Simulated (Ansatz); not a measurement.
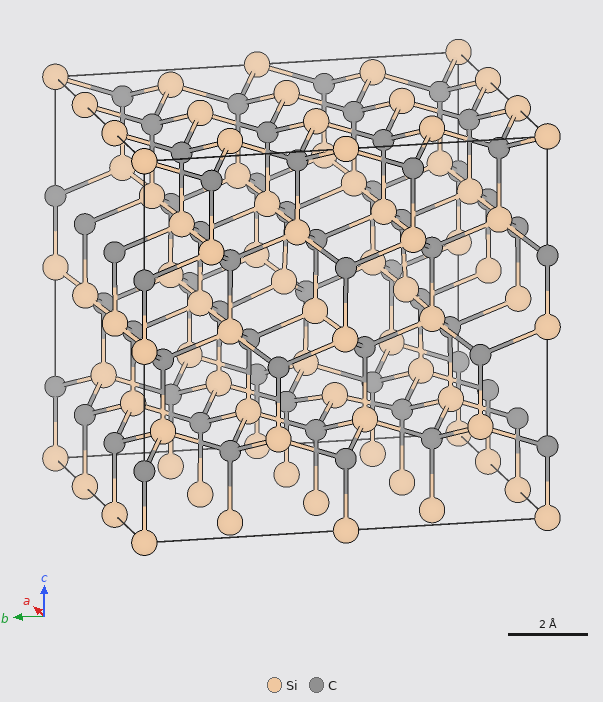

Fig. 1: The structure as given in the input (ball-and-stick view of the cell of the calculation, seen at an oblique angle). Near neighbours in the crystal (not all of them lie inside the picture): Si has 4 C at 1.87 to 1.92 Å; Si has 3 C at 1.85 to 1.86 Å; C has 4 Si at 1.85 to 1.92 Å.

## Single-point calculation of Si48C47 (charge +2) (part 1 of 2)

Si48C47 (defect cell, 95 atoms in the cell, total charge +2), computed with DFT, r2SCAN, PAW, plane waves (Ansatz 0.2.0).

The program's output:
```
Pseudopotentials: kind: paw
Functional definition: r2SCAN
  parameter k0 = 0.174
  parameter k1 = 0.065
  parameter a1 = 4.9479
  exchange = r2scan_x(k0 = k0, k1 = k1, a1 = a1)
  correlation = r2scan_c
Crystal: 95 atoms, lattice volume = 992.097 Å³
Basis set: ecut = 500 eV, 25207 PW (Γ), exchange–correlation on 288×320×300 points (64 copies of the dense FFT grid, shifted against one another)
Bands: 284, of which v1, the nominal top of the filled ones, is band 189 counted from 1 (188 counted from 0)
Symmetry: 1 space group operations
k-points: 1
Non-local potential: Si, projectors of the file, l = 0: 2, l = 1: 2, l = 2: 2
Non-local potential: C, projectors of the file, l = 0: 2, l = 1: 2, l = 2: 1
PAW form: soft (Blöchl's): semilocal exchange-correlation on the pseudo side does not see the compensation charge
PAW frozen core: Si, regenerated for the run's functional (the file was generated under x = pbe(κ = 0.804, μ = 0.2195149727645171), c = pbe(β = 0.06672455060314922))
PAW frozen core: C, regenerated for the run's functional (the file was generated under x = pbe(κ = 0.804, μ = 0.2195149727645171), c = pbe(β = 0.06672455060314922))
PAW one-centre angular grid: Si, 302 points (default); XC on 160 Gauss nodes
PAW one-centre angular grid: C, 302 points (default); XC on 239 of its mesh's 2573 points in the sphere
Initial density: superposition of atomic densities (neutral atoms scaled as one to the charged cell's electrons: chi_scale 0, normalization atom), corrected by the library's trained network
Initial wavefunctions: pseudopotential atomic-orbital guess
Functional: x = r2scan, c = r2scan; τ floored in thin density (d = 2e-4 eV/Å³)
SCF iter   1: F=—  HF=-42548.050950 eV  |F-HF|=—  |Δ(HF+E_count)|=         —  Δρ=8.72e-3  dr2=2.46e0  dr2_τ=9.33e0  ethr=1.77e-3  ⟨swp⟩=6.0  Hψ=1313  notcnv=0  defer=49
preconditioner: auto → Resta (q_TF=auto, 2.323 Å⁻¹)  ε∞=4.3  [insulator: Δε(μ)=2.687 eV  Ē_g=12.665 eV  σ=0.010 eV  W_gap=1.00  n_scr=218 (ndim 8)  ℏωp=22.9 eV  f_vac=0.000  D(μ)=0.00/eV (n_scr^D=0)  ε∞_Penn≈4.3]
SCF iter   2: F=—  HF=-42549.584135 eV  |F-HF|=—  |Δ(HF+E_count)|=    1.53e0  Δρ=5.49e-3  dr2=4.85e-1  dr2_τ=5.95e-3  ethr=6.51e-4  ⟨swp⟩=3.0  Hψ=486  notcnv=0  defer=86
SCF iter   3: F=—  HF=-42549.483762 eV  |F-HF|=—  |Δ(HF+E_count)|=   1.00e-1  Δρ=1.25e-3  dr2=1.40e-2  dr2_τ=7.85e-4  ethr=1.28e-4  ⟨swp⟩=3.0  Hψ=358  notcnv=0  defer=86
SCF iter   4: F=—  HF=-42549.483820 eV  |F-HF|=—  |Δ(HF+E_count)|=   5.87e-5  Δρ=2.76e-4  dr2=8.41e-4  dr2_τ=5.18e-5  ethr=3.71e-6  ⟨swp⟩=3.0  Hψ=352  notcnv=0  defer=86
SCF iter   5: F=—  HF=-42549.484060 eV  |F-HF|=—  |Δ(HF+E_count)|=   2.40e-4  Δρ=7.90e-5  dr2=6.41e-5  dr2_τ=8.43e-6  ethr=2.22e-7  ⟨swp⟩=2.0  Hψ=390  notcnv=0  defer=86
SCF iter   6: F=—  HF=-42549.483847 eV  |F-HF|=—  |Δ(HF+E_count)|=   2.13e-4  Δρ=2.02e-5  dr2=3.80e-6  dr2_τ=3.22e-7  ethr=1.70e-8  ⟨swp⟩=2.0  Hψ=459  notcnv=0  defer=86
SCF iter   7: F=—  HF=-42549.483847 eV  |F-HF|=—  |Δ(HF+E_count)|=   6.03e-7  Δρ=3.84e-6  dr2=1.50e-7  dr2_τ=1.26e-8  ethr=1.00e-9  ⟨swp⟩=2.0  Hψ=379  notcnv=0  defer=86
SCF iter   8: F=-42549.483847 eV  HF=-42549.483847 eV  |F-HF|=8.16e-9  |Δ(HF+E_count)|=   6.64e-8  Δρ=1.14e-6  dr2=1.74e-8  dr2_τ=1.79e-9  ethr=2.65e-11  ⟨swp⟩=14.0  Hψ=1714  notcnv=0
SCF 1 converged in 8 iterations: F = -42549.483847 eV  dr2 = 1.74e-8
  greatest PAW one-centre occupation: 0.661 electrons in one spin orbital (limit 2), on the C atom at site 57 (counted from 0), in its partial waves of l = 0
```

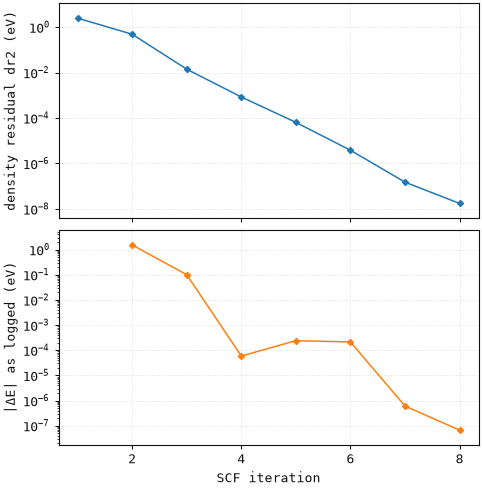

Fig. 2: Convergence of the self-consistent field: density residual dr2 and size of the energy change against the SCF iteration. The residual falls at every step.

```
NSCF: frozen V_eff on 1 k-points
SCF converged after 8 iterations
Free energy (F): -42549.483847 eV
Harris-Foulkes:  -42549.483847 eV  (|F-HF|=8.16e-9)
Internal energy: -42549.483847 eV  (E = F + TS)
E sigma→0 (E₀):  -42549.483847 eV
Fermi energy:    10.247702 eV
--- Per-component energies (eV) ---
  E_band       = 1173.216275
  E_kinetic    = 6394.008848
  E_local      = -5110.345404  (includes V_loc(G=0)·N_el)
  E_nonlocal   = 2383.989660
  E_hartree    = 1632.515021
  E_xc         = -4791.483539
  E_vxc        = -5592.692674  (∫ρ·V_xc dr)
  E_paw        = -29670.292552  (= ΣΔE_a)
  E_vpaw       = -429.102547  (= ΣTr[D̂ρ^β])
  E_aug_tail   = 0.000388  (compensation charges beyond the density's cutoff)
  E_vtau       = 262.324528  (kinetic-family band-sum trace: ∫τ·v_τ [+ j·A + Jᵃ·Aᵃ] dr)
  E_ewald      = -13383.043121
  E_core_change = -4.833149  (= ΣΔE_core)
  E_smearing   = -0.000000  (= −TS)
  E_closure    = -0.000000  (closes the sum)
  E_deformation_potential = 35.939460  (in the stress; not in F)
  Σ components = -42549.483847   (vs F -42549.483847, Δ=0.00e0)
--- Forces (eV/Å), atoms counted from 1 ---
  atom   1  Si    -0.00389199     0.00770241     0.00427449
  atom   2  Si    -0.00852479    -0.02357662     0.00615718
  atom   3  Si     0.00178940    -0.00280834     0.00381287
  atom   4  Si     0.00850281     0.00163658     0.00774367
  atom   5  Si     0.01305618    -0.02770501     0.00904331
  atom   6  Si    -0.00814964    -0.13691882     0.05258266
  atom   7  Si    -0.11333456     0.06230362     0.04877681
  atom   8  Si    -0.01356771     0.02430525     0.01020337
  atom   9  Si     0.00062243    -0.00044050     0.01016226
  atom  10  Si     0.10854590     0.06068351     0.05084147
  atom  11  Si    -0.00154687    -0.00874866     0.00667598
  atom  12  Si     0.01185269     0.02293894     0.00575668
  atom  13  Si     0.00224066    -0.00272540    -0.00003392
  atom  14  Si    -0.00478223     0.00265390    -0.00040305
  atom  15  Si     0.00495027    -0.00849298     0.00017542
  atom  16  Si     0.00070489     0.00077953    -0.00234605
  atom  17  Si     0.00431068     0.00369499    -0.00201265
  atom  18  Si     0.00159747    -0.00507533    -0.12794343
  atom  19  Si     0.00449648     0.00067544    -0.00325192
  atom  20  Si    -0.00229137     0.00325927     0.00188513
  atom  21  Si     0.00184190    -0.00789204     0.00396344
  atom  22  Si     0.00125549     0.00583854    -0.00265952
  atom  23  Si     0.00012118     0.00424919    -0.00324897
  atom  24  Si     0.00434650     0.00164031     0.00225628
  atom  25  Si    -0.00244102    -0.00394780    -0.00174060
  atom  26  Si    -0.00106975    -0.00446887     0.00153985
  atom  27  Si    -0.00145879    -0.01947687     0.00993312
  atom  28  Si     0.00029422    -0.00294792    -0.00995890
  atom  29  Si    -0.01501462     0.01254468     0.01590980
  atom  30  Si    -0.00161238     0.00428731     0.00038956
  atom  31  Si     0.00139003    -0.00251364    -0.00172711
  atom  32  Si    -0.00098714     0.00034724    -0.00998650
  atom  33  Si     0.00398851    -0.00288261    -0.00950403
  atom  34  Si     0.00179299    -0.00070638     0.00150855
  atom  35  Si     0.01289206     0.00917682     0.01428741
  atom  36  Si     0.00117034    -0.00004459     0.00067143
  atom  37  Si     0.00154564     0.00174933    -0.00316049
  atom  38  Si    -0.00201728     0.00285849    -0.00129414
  atom  39  Si    -0.00400248    -0.00315424    -0.00331702
  atom  40  Si     0.00161599    -0.00084971     0.00259832
  atom  41  Si     0.00240826     0.00269648    -0.00214286
  atom  42  Si    -0.00062085    -0.01630533    -0.02723864
  atom  43  Si    -0.00876142     0.00670173    -0.02682716
  atom  44  Si    -0.00049221     0.00111440     0.00315645
  atom  45  Si     0.00565124    -0.00279944    -0.00328380
  atom  46  Si     0.01843164     0.00895155    -0.03321995
  atom  47  Si     0.00046263     0.00410925    -0.00252381
  atom  48  Si     0.00241516    -0.00135382    -0.00152488
  atom  49  C     -0.00042960     0.00129946    -0.00266762
  atom  50  C      0.00012757     0.00445085    -0.00079064
  atom  51  C      0.00770748     0.00188712    -0.00114277
  atom  52  C     -0.00547782    -0.01358112     0.00593805
  atom  53  C     -0.00159464     0.00755541     0.00047884
  atom  54  C     -0.00944632     0.02773380     0.00417647
  atom  55  C      0.02300111    -0.02192022     0.01201427
  atom  56  C      0.00573456    -0.00650149     0.00241875
  atom  57  C     -0.01765114     0.00304105    -0.00077037
  atom  58  C     -0.02938737    -0.01794732     0.00231672
  atom  59  C      0.00114836    -0.01976507     0.00368826
  atom  60  C     -0.00842551    -0.00441586     0.00087708
  atom  61  C      0.00353717    -0.00026036    -0.00351508
  atom  62  C      0.00924650    -0.00294400    -0.00851752
  atom  63  C      0.00663932     0.00809446    -0.00930944
  atom  64  C      0.00296043     0.01075382    -0.01112232
  atom  65  C     -0.00401743    -0.00322448    -0.00810135
  atom  66  C      0.00272122     0.00053106    -0.03523171
  atom  67  C     -0.00180049     0.00287061    -0.03050607
  atom  68  C     -0.00134463    -0.01031425    -0.00694648
  atom  69  C     -0.00173386     0.00530418    -0.00851582
  atom  70  C      0.00730865     0.00493800    -0.03657773
  atom  71  C     -0.00173808    -0.01268704    -0.01245454
  atom  72  C      0.00184005    -0.00525160    -0.00879695
  atom  73  C     -0.00954547     0.01305116     0.00763795
  atom  74  C      0.01912800     0.02517753     0.01948147
  atom  75  C      0.01511037     0.00071345     0.00339632
  atom  76  C      0.00079947     0.00053771     0.02085054
  atom  77  C     -0.02236087     0.02435795     0.01101152
  atom  78  C     -0.00000675    -0.01250132     0.01406731
  atom  79  C      0.00716715     0.00713640     0.01257920
  atom  80  C     -0.01825480     0.05425071     0.03500210
  atom  81  C     -0.00579652    -0.04034232     0.01244439
  atom  82  C      0.00663486    -0.00411660     0.01536454
  atom  83  C     -0.00293634    -0.02073719     0.01349094
  atom  84  C      0.00660976     0.00401675    -0.00116550
  atom  85  C     -0.00180423     0.00846109     0.00510236
  atom  86  C      0.00586941     0.00725583    -0.01071085
  atom  87  C      0.00736930     0.00679808    -0.00640869
  atom  88  C      0.00655035    -0.00710799     0.00395744
  atom  89  C     -0.00259947    -0.00225589     0.00370846
  atom  90  C      0.00119809     0.00525020     0.00593012
  atom  91  C     -0.01497044     0.00448103    -0.00402375
  atom  92  C     -0.00487097    -0.00880553    -0.00247801
  atom  93  C     -0.00193856     0.00381820     0.00811150
  atom  94  C     -0.00743236    -0.00393578    -0.01223880
  atom  95  C     -0.00261281     0.00383817     0.00306481
  max |Σ_I F_I| component: 7.35e-5 eV/Å
--- Charged-cell corrections in eV (Makov–Payne, q = +2.000 e, ε = 9.700) ---
  F (periodic)     = -42549.483847  (uncorrected; the corrections below are reported, never added to it)
  E_corr1          = +0.840110  (monopole, q²α_M/2εL)
  F Makov-Payne    = -42548.643737  (F + E_corr1; no measured alignment; for a localised charge, not one spread in a band: unchecked)
--- Band table (eV) ---
```
